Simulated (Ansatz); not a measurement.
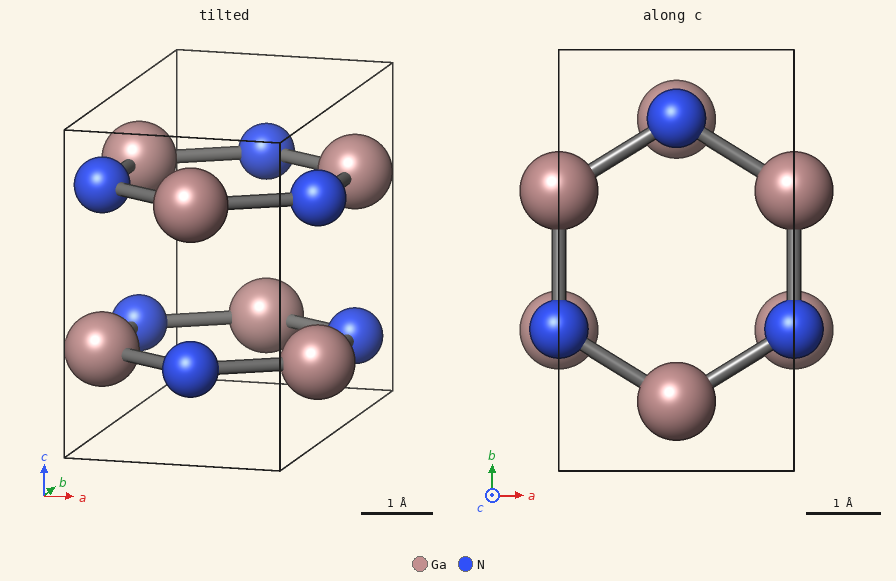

The image is a ball-and-stick drawing of a crystal, viewed slightly off an axis and along the c axis. The conventional unit cell is drawn as a box.

GaN, space group Cmcm (No. 63), a = 3.188 Å, b = 5.716 Å, c = 4.756 Å, α = 90.00°, β = 90.00°, γ = 90.00°. Origin of the cell: a structure type filled with these elements by a generator (whether the compound takes this form wasn't checked). The cell was then strained or its atoms displaced on purpose. It was the input of a calculation with Ansatz.

This one geometry was computed with Ansatz (DFT, plane waves, PAW) at three levels of theory: PBE, HSE06 and r2SCAN. It was relaxed with r2SCAN and then strained.

Q: Which level gives the highest pressure at this volume, and what does that say about its equilibrium volume?

A: Highest: PBE (15.2 GPa), which points to the largest equilibrium volume. Lowest, with the smallest volume: HSE06 (8.7 GPa) and r2SCAN (8.8 GPa). Levels within 0.5 GPa of each other can't be told apart.

Q: How does the band gap change with the level of theory?

A: PBE: a gap of 1.78 eV, direct; r2SCAN: a gap of 2.20 eV, direct; HSE06: a gap of 3.02 eV, direct.

Q: Collect the results in a table.

A:
| level | cutoff (eV) | k-mesh of the run's cell | gap (eV) | pressure (GPa) |
| --- | --- | --- | --- | --- |
| PBE | 420 | 12×12×6 | 1.78 | 15.2 |
| HSE06 | 420 | 6×6×4 | 3.02 | 8.7 |
| r2SCAN | 500 | 12×12×6 | 2.20 | 8.8 |

Gaps are taken on the k-mesh or band path of each run.
